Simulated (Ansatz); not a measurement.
A periodic structure is given below.

```
W Se
1.0
     3.27933    0.00000    0.00000
    -1.63967    2.83998    0.00000
     0.00000    0.00000   12.60331
W Se
2 4
Direct
  0.66667 0.33333 0.24991
  0.33333 0.66667 0.75009
  0.33333 0.66667 0.38216
  0.66667 0.33333 0.88235
  0.33333 0.66667 0.11765
  0.66667 0.33333 0.61784
```

**Summarise the structure in words.**

The structure is one of WSe$_{2}$. Within 0.01 Å the space group is P6_3/mmc (No. 194), primitive hexagonal: 2H molybdenite (MoS₂) type. One cell contains 2 W, 4 Se, 6 atoms in all. The polyhedra are WSe6 trigonal prisms; they share edges. W sits among six Se in a trigonal prismatic arrangement at 2.52 Å. Each Se atom is coordinated by three W in a trigonal pyramidal arrangement at 2.52 Å. Not all metal-metal contacts are counted. The bonds build WSe2 layers parallel to (001).

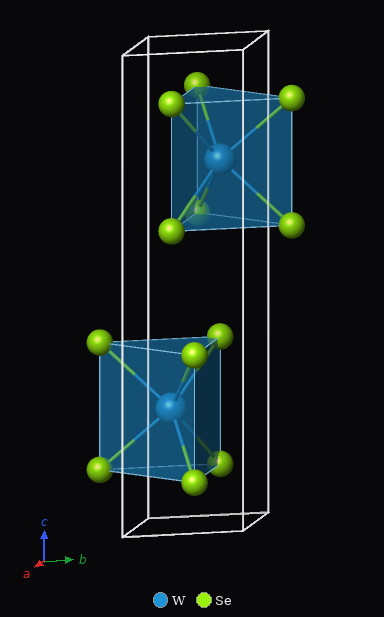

Crystal structure, polyhedral style, seen slightly off an axis. The lines enclose the unit cell; boundary atoms appear with their images. Some atoms of the next cells are drawn as well. Colours: tungsten blue, selenium green.

The structure comes from a structure listed in the Materials Project. The cell was then strained or its atoms displaced on purpose. The atoms were relaxed in a fixed cell with DFT PBEsol+D3(BJ), scalar-relativistic, plane waves, PAW in Ansatz.
